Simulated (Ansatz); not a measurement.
Ni: geometry relaxation (part 2 of 2)

The same run, continued: Ni (I4/mmm, 1 atom in the cell); DFT PBEsol, scalar-relativistic, plane waves, PAW, spin-polarised (Ansatz 0.2.0); cutoff 420 eV, 10×10×10 k-mesh, Gaussian smearing of 0.1 eV, collinear spins. The structure was made by swapping elements on the sites of another compound; it need not be a known phase. It belongs to a series of runs on one base structure; here: Cu -> Ni on all its sites, cell and atoms relaxed.

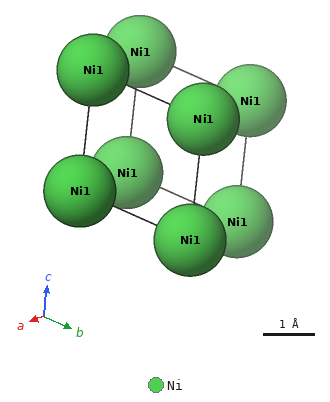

*The geometry at step 3 of the log (spheres-only view of the cell of the calculation, seen slightly off an axis; atoms are numbered from 1 in the order of the input).*

What the program printed, continued
```
SCF iter   1: F=—  HF=-5804.892299 eV  |F-HF|=—  |Δ(HF+E_count)|=         —  Δρ=4.04e-3 (↑2.37e-3 ↓4.04e-3)  dr2=2.21e-3  dr2_m=1.39e-4  M=0.655 μB ∫|m|=0.721 μB  β_m=0.65  ethr=1.24e-5  ⟨swp⟩=2.2  Hψ=21092  notcnv=0
preconditioner: auto → none  [metal: Δε(μ)=0.027 eV  Ē_g=17.289 eV  σ=0.100 eV  W_gap=0.15  n_scr=0 (ndim 8)  ℏωp=36.3 eV  f_vac=0.000  D(μ)=0.96/eV (n_scr^D=12)]
SCF iter   2: F=—  HF=-5804.893558 eV  |F-HF|=—  |Δ(HF+E_count)|=   1.26e-3  Δρ=5.25e-3 (↑5.25e-3 ↓4.99e-3)  dr2=5.67e-3  dr2_m=9.62e-6  M=0.654 μB ∫|m|=0.720 μB  β_m=0.27  ethr=1.23e-5  ⟨swp⟩=2.1  Hψ=5453  notcnv=0  recentre
SCF iter   3: F=—  HF=-5804.891708 eV  |F-HF|=—  |Δ(HF+E_count)|=   1.85e-3  Δρ=1.12e-3 (↑4.10e-4 ↓1.12e-3)  dr2=3.32e-5  dr2_m=4.10e-5  M=0.655 μB ∫|m|=0.721 μB  β_m=0.51  ethr=1.23e-5  ⟨swp⟩=2.5  Hψ=4499  notcnv=0
SCF iter   4: F=—  HF=-5804.891964 eV  |F-HF|=—  |Δ(HF+E_count)|=   2.56e-4  Δρ=3.84e-4 (↑1.73e-4 ↓3.84e-4)  dr2=2.00e-5  dr2_m=1.61e-6  M=0.654 μB ∫|m|=0.720 μB  β_m=0.72  ethr=1.85e-7  ⟨swp⟩=2.1  Hψ=4857  notcnv=0
SCF iter   5: F=—  HF=-5804.892048 eV  |F-HF|=—  |Δ(HF+E_count)|=   8.39e-5  Δρ=4.48e-4 (↑2.53e-4 ↓4.48e-4)  dr2=2.92e-5  dr2_m=1.06e-6  M=0.653 μB ∫|m|=0.719 μB  β_m=0.86  ethr=1.11e-7  ⟨swp⟩=1.0  Hψ=2856  notcnv=0
SCF iter   6: F=—  HF=-5804.892100 eV  |F-HF|=—  |Δ(HF+E_count)|=   5.25e-5  Δρ=3.09e-5 (↑3.09e-5 ↓3.01e-5)  dr2=1.95e-8  dr2_m=6.94e-8  M=0.652 μB ∫|m|=0.718 μB  β_m=0.89  ethr=1.11e-7  ⟨swp⟩=2.4  Hψ=4844  notcnv=0
SCF iter   7: F=—  HF=-5804.892101 eV  |F-HF|=—  |Δ(HF+E_count)|=   1.53e-7  Δρ=3.22e-5 (↑3.00e-5 ↓3.22e-5)  dr2=2.14e-7  dr2_m=4.04e-10  M=0.652 μB ∫|m|=0.718 μB  β_m=0.91  ethr=1.08e-10  ⟨swp⟩=3.0  Hψ=6296  notcnv=0
SCF iter   8: F=-5804.892101 eV  HF=-5804.892101 eV  |F-HF|=3.40e-8  |Δ(HF+E_count)|=   3.49e-8  Δρ=1.56e-5 (↑1.06e-5 ↓1.56e-5)  dr2=4.11e-8  dr2_m=7.15e-10  M=0.652 μB ∫|m|=0.718 μB  ethr=1.08e-10  ⟨swp⟩=2.4  Hψ=10454  notcnv=0
SCF 5 converged in 8 iterations: F = -5804.892101 eV  dr2 = 4.11e-8
relax step   5: F+E_penalty+E_count = -5804.89210052 eV  Δ(F+E_penalty+E_count) = -1.842e-3 eV  max|allowed force component| = 0.000e0 eV/Å  Δτ_max = 0.0000 Å  P = +0.654 GPa  Ω = 10.473 Å³  energy of the carried Pulay correction = -1.784e-4 eV  (8 SCF iters, dr2 threshold 1.00e-7 eV, accepted)
Crystal: 1 atoms, lattice volume = 10.501 Å³
iter 1 solved again at ethr=5.65e-7 eV; its pass at ethr=3.10e-3 eV (dr2=1.02e-4 eV) is discarded
SCF iter   1: F=—  HF=-5804.892207 eV  |F-HF|=—  |Δ(HF+E_count)|=         —  Δρ=7.24e-4 (↑4.25e-4 ↓7.24e-4)  dr2=7.06e-5  dr2_m=4.67e-6  M=0.652 μB ∫|m|=0.718 μB  β_m=0.65  ethr=5.65e-7  ⟨swp⟩=3.0  Hψ=19993  notcnv=0
preconditioner: auto → none  [metal: Δε(μ)=0.025 eV  Ē_g=17.294 eV  σ=0.100 eV  W_gap=0.14  n_scr=0 (ndim 8)  ℏωp=36.2 eV  f_vac=0.000  D(μ)=0.98/eV (n_scr^D=12)]
SCF iter   2: F=—  HF=-5804.892246 eV  |F-HF|=—  |Δ(HF+E_count)|=   3.94e-5  Δρ=9.27e-4 (↑9.27e-4 ↓8.95e-4)  dr2=1.80e-4  dr2_m=3.08e-7  M=0.652 μB ∫|m|=0.718 μB  β_m=0.27  ethr=3.92e-7  ⟨swp⟩=2.1  Hψ=4539  notcnv=0  recentre
SCF iter   3: F=—  HF=-5804.892188 eV  |F-HF|=—  |Δ(HF+E_count)|=   5.83e-5  Δρ=2.08e-4 (↑7.52e-5 ↓2.08e-4)  dr2=1.27e-6  dr2_m=1.35e-6  M=0.652 μB ∫|m|=0.718 μB  β_m=0.50  ethr=3.92e-7  ⟨swp⟩=2.4  Hψ=4324  notcnv=0
SCF iter   4: F=—  HF=-5804.892197 eV  |F-HF|=—  |Δ(HF+E_count)|=   9.05e-6  Δρ=8.32e-5 (↑3.56e-5 ↓8.32e-5)  dr2=8.90e-7  dr2_m=7.59e-8  M=0.652 μB ∫|m|=0.718 μB  β_m=0.75  ethr=7.06e-9  ⟨swp⟩=2.1  Hψ=4619  notcnv=0
SCF iter   5: F=—  HF=-5804.892200 eV  |F-HF|=—  |Δ(HF+E_count)|=   3.12e-6  Δρ=8.61e-5 (↑4.59e-5 ↓8.61e-5)  dr2=1.03e-6  dr2_m=4.47e-8  M=0.652 μB ∫|m|=0.718 μB  β_m=0.88  ethr=4.94e-9  ⟨swp⟩=1.0  Hψ=2886  notcnv=0
SCF iter   6: F=—  HF=-5804.892202 eV  |F-HF|=—  |Δ(HF+E_count)|=   1.70e-6  Δρ=8.33e-6 (↑8.33e-6 ↓6.46e-6)  dr2=1.29e-8  dr2_m=2.58e-10  M=0.652 μB ∫|m|=0.719 μB  β_m=0.88  ethr=4.94e-9  ⟨swp⟩=2.6  Hψ=4766  notcnv=0
SCF iter   7: F=-5804.892202 eV  HF=-5804.892202 eV  |F-HF|=2.59e-9  |Δ(HF+E_count)|=   2.80e-9  Δρ=3.92e-6 (↑3.33e-6 ↓3.92e-6)  dr2=2.84e-9  dr2_m=3.11e-11  M=0.652 μB ∫|m|=0.719 μB  ethr=7.16e-11  ⟨swp⟩=2.4  Hψ=9156  notcnv=0
SCF 6 converged in 7 iterations: F = -5804.892202 eV  dr2 = 2.84e-9
relax step   6: F+E_penalty+E_count = -5804.89220187 eV  Δ(F+E_penalty+E_count) = -1.013e-4 eV  max|allowed force component| = 0.000e0 eV/Å  Δτ_max = 0.0000 Å  P = +0.002 GPa  Ω = 10.501 Å³  energy of the carried Pulay correction = -1.902e-4 eV  (7 SCF iters, dr2 threshold 1.00e-7 eV, accepted)
Basis set: ecut = 420 eV, 193 PW (Γ), exchange–correlation on 36×36×36 points (8 copies of the dense FFT grid, shifted against one another)
Initial wavefunctions: pseudopotential atomic-orbital guess (no wavefunctions were taken with the density)
iter 1 solved again at ethr=7.41e-8 eV; its pass at ethr=3.10e-3 eV (dr2=1.33e-5 eV) is discarded
SCF iter   1: F=—  HF=-5804.892334 eV  |F-HF|=—  |Δ(HF+E_count)|=         —  Δρ=9.95e-4 (↑9.78e-4 ↓9.95e-4)  dr2=1.52e-5  dr2_m=4.80e-6  M=0.653 μB ∫|m|=0.719 μB  β_m=0.65  ethr=7.41e-8  ⟨swp⟩=2.9  Hψ=22045  notcnv=0
preconditioner: auto → none  [metal: Δε(μ)=0.028 eV  Ē_g=17.284 eV  σ=0.100 eV  W_gap=0.16  n_scr=0 (ndim 8)  ℏωp=36.2 eV  f_vac=0.000  D(μ)=0.98/eV (n_scr^D=12)]
SCF iter   2: F=—  HF=-5804.892572 eV  |F-HF|=—  |Δ(HF+E_count)|=   2.38e-4  Δρ=3.64e-4 (↑3.64e-4 ↓3.56e-4)  dr2=4.50e-6  dr2_m=5.71e-7  M=0.653 μB ∫|m|=0.719 μB  β_m=0.51  ethr=7.41e-8  ⟨swp⟩=1.3  Hψ=3157  notcnv=0
SCF iter   3: F=—  HF=-5804.892597 eV  |F-HF|=—  |Δ(HF+E_count)|=   2.54e-5  Δρ=2.43e-4 (↑2.42e-4 ↓2.43e-4)  dr2=5.86e-6  dr2_m=1.58e-7  M=0.653 μB ∫|m|=0.719 μB  β_m=0.41  ethr=2.50e-8  ⟨swp⟩=2.0  Hψ=4531  notcnv=0
SCF iter   4: F=—  HF=-5804.892605 eV  |F-HF|=—  |Δ(HF+E_count)|=   7.32e-6  Δρ=4.23e-5 (↑3.43e-5 ↓4.23e-5)  dr2=1.23e-7  dr2_m=1.30e-8  M=0.653 μB ∫|m|=0.719 μB  β_m=0.71  ethr=2.50e-8  ⟨swp⟩=2.5  Hψ=3764  notcnv=0
SCF iter   5: F=—  HF=-5804.892606 eV  |F-HF|=—  |Δ(HF+E_count)|=   1.04e-6  Δρ=1.89e-5 (↑3.92e-6 ↓1.89e-5)  dr2=2.52e-8  dr2_m=7.09e-9  M=0.653 μB ∫|m|=0.719 μB  β_m=0.85  ethr=6.83e-10  ⟨swp⟩=2.0  Hψ=3878  notcnv=0
SCF iter   6: F=—  HF=-5804.892604 eV  |F-HF|=—  |Δ(HF+E_count)|=   1.81e-6  Δρ=2.55e-6 (↑2.55e-6 ↓2.36e-6)  dr2=2.83e-11  dr2_m=5.64e-10  M=0.652 μB ∫|m|=0.719 μB  β_m=0.93  ethr=1.40e-10  ⟨swp⟩=2.5  Hψ=4571  notcnv=0
SCF iter   7: F=—  HF=-5804.892604 eV  |F-HF|=—  |Δ(HF+E_count)|=  4.71e-10  Δρ=2.01e-6 (↑1.22e-6 ↓2.01e-6)  dr2=6.33e-10  dr2_m=1.80e-11  M=0.652 μB ∫|m|=0.719 μB  β_m=0.93  ethr=1.00e-12  ⟨swp⟩=2.1  Hψ=4774  notcnv=0
SCF iter   8: F=-5804.892604 eV  HF=-5804.892604 eV  |F-HF|=1.45e-10  |Δ(HF+E_count)|=  9.00e-10  Δρ=1.09e-6 (↑6.27e-7 ↓1.09e-6)  dr2=1.81e-10  dr2_m=5.94e-12  M=0.652 μB ∫|m|=0.719 μB  ethr=1.00e-12  ⟨swp⟩=2.7  Hψ=10056  notcnv=0
SCF 7 converged in 8 iterations: F = -5804.892604 eV  dr2 = 1.81e-10
relax step   7: F+E_penalty+E_count = -5804.89260378 eV  Δ(F+E_penalty+E_count) = -4.019e-4 eV  max|allowed force component| = 0.000e0 eV/Å  Δτ_max = 0.0000 Å  P = +0.113 GPa  Ω = 10.501 Å³  stress off target by 1.49e-1 GPa  SCF on the basis re-selected at this cell (its energy is not comparable with the rows above)  (8 SCF iters)
```

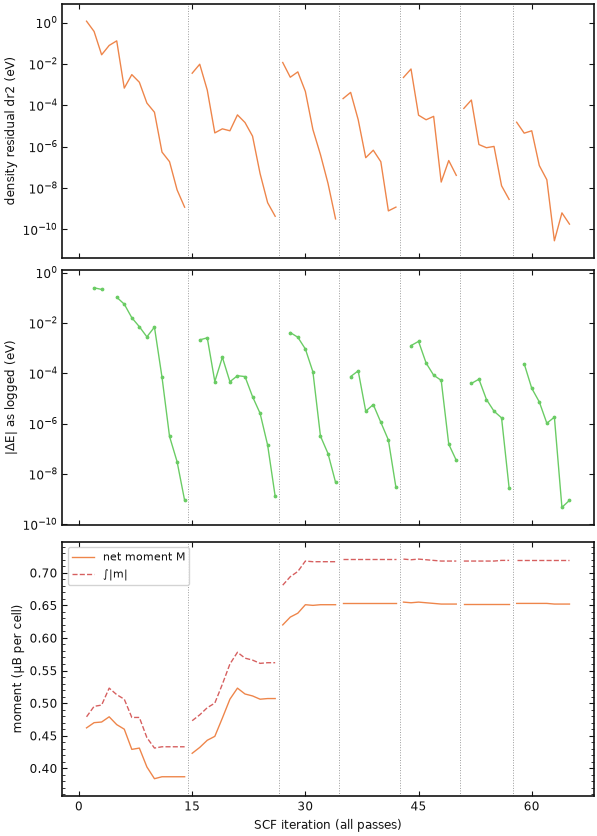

*Convergence of the self-consistent field: density residual dr2, size of the energy change and magnetic moment against the SCF iteration. The dotted lines part the SCF passes of the relaxation: geometry steps, rejected trials and re-solves on a re-selected basis.*

The 7 passes take 7 to 14 iterations each, 65 in all. The net moment goes from 0.5 to 0.7 μB per cell.

```
basis re-selected at this cell: Δ(F+E_penalty+E_count) = -4.019e-4 eV, ΔP = +0.111 GPa vs the last step (what re-selecting the basis moved, of the pressure what is left beyond the Pulay correction that the steps carried, after the strain that the cell walked since its last selection, with what the two solves' SCF thresholds leave and, on support functions, any second-order correction that the steps lacked; it is no measure of the basis error at this ecutwfc). The dense FFT grid was sized anew with the basis: this SCF ran on 18×18×18 points, the steps before it on 16×16×16, so part of this shift can come from that change (see relax.cell in the input reference). This SCF's stress stands 1.49e-1 GPa from its target on what of the cell is left free (relax.cell.stress_tol is 5.00e-1 GPa) and its largest allowed force component is 0.00e0 eV/Å (relax.f_tol is 5.00e-2 eV/Å): within both
SCF converged after 8 iterations
Magnetization: 0.6525 μB (9.3262 up, 8.6738 down)
Absolute magnetization: 0.7194 μB (∫|ρ↑−ρ↓|, with the PAW one-centre terms)
Spin contamination: 0.0059 ħ² per cell (⟨S²⟩ above its minimum at these occupations)
Per-site moments (μB) at R_I (Å): [(0.6831355994041105, 0.9902203535302871)]
Free energy (F): -5804.892604 eV
Harris-Foulkes:  -5804.892604 eV  (|F-HF|=1.45e-10)
Internal energy: -5804.887711 eV  (E = F + TS)
E sigma→0 (E₀):  -5804.890157 eV
Entropy (-TS):   -0.004893 eV (-4.893 meV/atom)
Fermi energy:    18.704228 eV
--- Per-component energies (eV) ---
  E_band       = -272.273789
  E_kinetic    = 283.203523
  E_local      = -3382.011376  (includes V_loc(G=0)·N_el)
  E_nonlocal   = 636.429486
  E_hartree    = 1411.279019
  E_xc         = -84.757746
  E_vxc        = -109.700887  (∫ρ·V_xc dr)
  E_paw        = -1594.608490  (= ΣΔE_a)
  E_vpaw       = -522.754149  (= ΣTr[D̂ρ^β])
  E_aug_tail   = 0.000557  (compensation charges beyond the density's cutoff)
  E_ewald      = -3074.619972
  E_core_change = 0.197289  (= ΣΔE_core)
  E_smearing   = -0.004893  (= −TS)
  E_closure    = -0.000000  (closes the sum)
  Σ components = -5804.892604   (vs F -5804.892604, Δ=0.00e0)
--- Forces (eV/Å), atoms counted from 1 ---
  atom   1  Ni     0.00000000     0.00000000     0.00000000
  max |Σ_I F_I| component: 4.93e-32 eV/Å
--- Stress (GPa, compression-positive) ---
        0.148688       0.000000       0.000000
        0.000000       0.148688       0.000000
        0.000000       0.000000       0.041426
  P = ⅓ Tr σ = 0.1129 GPa (1.129 kbar)
--- Band table (eV; the first three rows and the last of 204) ---
  k-point 0 ↑: bands = ["-84.5798", "-45.0991", "-44.8884", "-44.8884", "9.3954", "15.7325", "16.5669", "16.5669", "16.9283", "18.1382", "43.4712", "43.4712", "48.1396", "48.3979"]
  k-point 1 ↑: bands = ["-84.5761", "-45.1053", "-44.9132", "-44.8871", "9.7774", "15.7607", "16.5056", "16.7322", "16.8428", "18.0967", "40.1061", "43.7140", "47.6066", "48.0665"]
  k-point 2 ↑: bands = ["-84.5664", "-45.1215", "-44.9777", "-44.8836", "10.8595", "15.7983", "16.3471", "16.7154", "17.1813", "17.9930", "35.0938", "43.5463", "46.6983", "47.5198"]
  k-point 101 ↓: bands = ["-83.6600", "-44.3461", "-44.3049", "-44.3049", "14.4982", "14.6725", "19.0942", "19.0942", "19.4286", "26.6760", "26.6760", "33.0120", "33.2495", "34.6776"]
--- Relaxed structure (6 steps of the walk, 6 accepted, 1 SCFs on fresh bases) ---
  F+E_penalty+E_count = -5804.89260378 eV   max|allowed force component| = 0.000e0 eV/Å   (the final SCF, on the basis selected at the relaxed cell)
  cell:  # Å, volume = 10.5013 Å³
    - [-1.4489103874954994, 1.4489103874954994, 1.2505525887309252]
    - [1.4489103874954994, -1.4489103874954994, 1.2505525887309252]
    - [1.4489103874954994, 1.4489103874954994, -1.2505525887309252]
  atoms:
    - { symbol: Ni, position: [0.0, 0.0, 0.0] }
--- Löwdin populations: 1 site ---
  site symbol       q [e]    m [muB]
     0     Ni     17.7767     0.6777
  spilling = 0.012408 (of n_electrons = 18.000000)
```

Trajectory as extended XYZ (Å, eV, eV/Å), 7 frames, from step=1 to step=7
```
1
Lattice="-1.3859 1.3859 1.3043 1.3859 -1.3859 1.3043 1.3859 1.3859 -1.3043" Properties=species:S:1:pos:R:3:forces:R:3 step=1 energy=-5804.86113 pressure_GPa=10.01
Ni    0.0000    0.0000    0.0000    0.0000   0.0000   0.0000
1
Lattice="-1.3984 1.3984 1.3053 1.3984 -1.3984 1.3053 1.3984 1.3984 -1.3053" Properties=species:S:1:pos:R:3:forces:R:3 step=2 energy=-5804.87186 pressure_GPa=5.78
Ni    0.0000    0.0000    0.0000    0.0000   0.0000   0.0000
1
Lattice="-1.4433 1.4433 1.2817 1.4433 -1.4433 1.2817 1.4433 1.4433 -1.2817" Properties=species:S:1:pos:R:3:forces:R:3 step=3 energy=-5804.88707 pressure_GPa=-3.82
Ni    0.0000    0.0000    0.0000    0.0000   0.0000   0.0000
1
Lattice="-1.4484 1.4484 1.2671 1.4484 -1.4484 1.2671 1.4484 1.4484 -1.2671" Properties=species:S:1:pos:R:3:forces:R:3 step=4 energy=-5804.89026 pressure_GPa=-2.85
Ni    0.0000    0.0000    0.0000    0.0000   0.0000   0.0000
1
Lattice="-1.4492 1.4492 1.2466 1.4492 -1.4492 1.2466 1.4492 1.4492 -1.2466" Properties=species:S:1:pos:R:3:forces:R:3 step=5 energy=-5804.89210 pressure_GPa=0.65
Ni    0.0000    0.0000    0.0000    0.0000   0.0000   0.0000
1
Lattice="-1.4489 1.4489 1.2506 1.4489 -1.4489 1.2506 1.4489 1.4489 -1.2506" Properties=species:S:1:pos:R:3:forces:R:3 step=6 energy=-5804.89220 pressure_GPa=0.00
Ni    0.0000    0.0000    0.0000    0.0000   0.0000   0.0000
1
Lattice="-1.4489 1.4489 1.2506 1.4489 -1.4489 1.2506 1.4489 1.4489 -1.2506" Properties=species:S:1:pos:R:3:forces:R:3 step=7 energy=-5804.89260 pressure_GPa=0.11
Ni    0.0000    0.0000    0.0000    0.0000   0.0000   0.0000
```

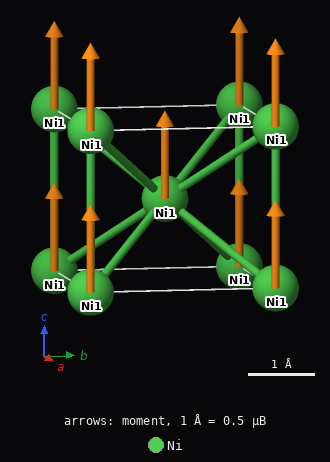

*Magnetic moments of the sites as orange arrows (ball-and-stick view of the cell 2 times as large as that of the calculation, set on its symmetry axes, seen slightly off an axis; atoms are numbered from 1 in the order of the input); small moments hardly show. The run is collinear, so the axis drawn is arbitrary.*

Site moments: Ni1 (0.68 μB). They are counted near the atoms and needn't add up to the moment of the cell.

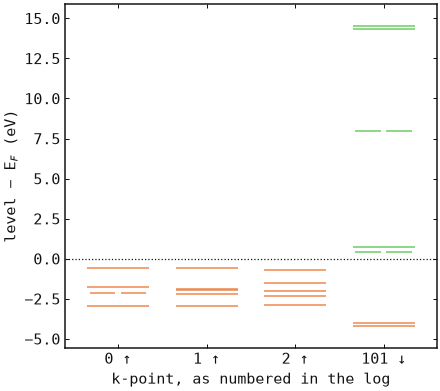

*Kohn–Sham levels near the Fermi level (dotted) at the few k-points that the log prints; levels within 0.02 eV of each other stand side by side.*

The system is metallic on the full mesh.

This output came from the following input.

The input
```yaml
crystal:
  lattice:
    - [-1.3858770668, 1.3858770668, 1.3042789961]
    - [1.3858770668, -1.3858770668, 1.3042789961]
    - [1.3858770668, 1.3858770668, -1.3042789961]
  atoms:
    - { symbol: Ni, position: [0.0, 0.0, 0.0], spin: 0.45 }
basis:
  ecutwfc: 420
kpoints:
  mp_grid: { grid: [10, 10, 10] }
hamiltonian:
  xc: pbesol
scf:
  occupations: { method: gaussian, width: 0.1 }
output:
  forces: true
  stress: true
  eigenvalues: true
  populations: true
magnetization:
  spin_polarized: true
relax:
  adjacent_minimum: "off"
  f_tol: 0.05
  max_steps: 60
  cell: { stress_tol: 0.5 }
```

Command:
```bash
ansatz run input.yaml --threads 1 --pin off --max-ram 2560MiB --backend cpu --events-out ev --progress --plain --runs-dir out
```

Results in brief

```json
{"quantity": "outcome", "value": "converged"}
{"quantity": "space group (tolerance 0.01 Å)", "value": "I4/mmm (139)"}
{"quantity": "electrons treated", "value": "18"}
{"quantity": "free energy", "value": "−5804.8926 eV"}
{"quantity": "Fermi energy", "value": "18.704 eV"}
{"quantity": "gap on the k-point mesh", "value": "none (metallic)"}
{"quantity": "net moment of the cell", "value": "0.65 μB"}
{"quantity": "integrated absolute moment", "value": "0.72 μB"}
{"quantity": "pressure", "value": "0.11 GPa"}
{"quantity": "final volume", "value": "10.50 Å³"}
{"quantity": "largest force (length of the vector) at the end", "value": "under 0.001 eV/Å"}
{"quantity": "final cell", "value": "a = 2.401 Å, b = 2.401 Å, c = 2.401 Å, α = 105.75°, β = 105.75°, γ = 117.21°"}
{"quantity": "hardware", "value": "1 thread of Intel Xeon (Granite Rapids), 32 GiB of memory available, shared host"}
{"quantity": "wall time", "value": "11 s"}
{"quantity": "peak memory", "value": "0.36 GiB"}
```
